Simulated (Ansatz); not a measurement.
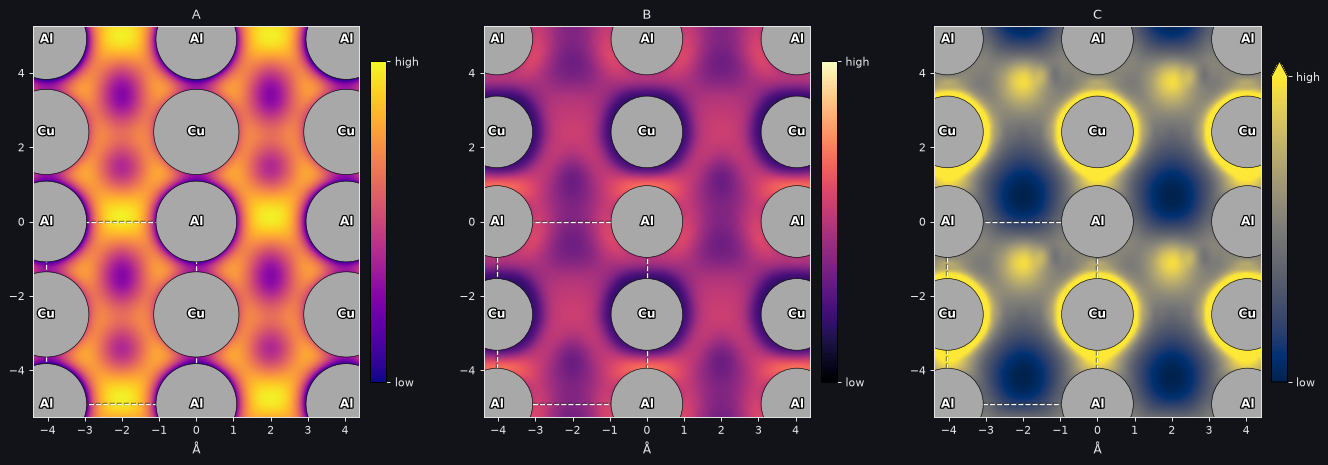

Al3Cu2: 3 fields on the (100) plane of the conventional cell, with unlabelled colour scales. Grey discs cover the atomic cores.

Space group P-3m1; a structure from a database of computed crystals, not necessarily the ambient phase; computed without spin polarisation.

Theory: DFT LDA, scalar-relativistic, plane waves, PAW in Ansatz.

```yaml
crystal:
  lattice:
    - [4.03635, 0.00000, 0.00000]
    - [-2.01817, 3.49558, 0.00000]
    - [0.00000, 0.00000, 4.90923]
  atoms:
    - { symbol: Al, position: [0.00000, 0.00000, 0.00000] }
    - { symbol: Al, position: [0.33333, 0.66667, 0.35137] }
    - { symbol: Al, position: [0.66667, 0.33333, 0.64863] }
    - { symbol: Cu, position: [0.33333, 0.66667, 0.84227] }
    - { symbol: Cu, position: [0.66667, 0.33333, 0.15773] }
```

### Which field does each panel show? The fields are: electron localisation function, electrostatic potential energy of an electron and valence pseudo-density.

Panel A: electrostatic potential energy of an electron (low next to the atoms, rising into the space between them). Panel B: electron localisation function. Panel C: valence pseudo-density. From the grid: Al–Cu (2.41 Å): ρ is about 0.36 e/Å³ halfway; the ELF peaks at about 0.70 between the atoms. Al–Cu (2.50 Å): the density is about 0.28 e/Å³ at the midpoint; the ELF is about 0.35 at the midpoint.
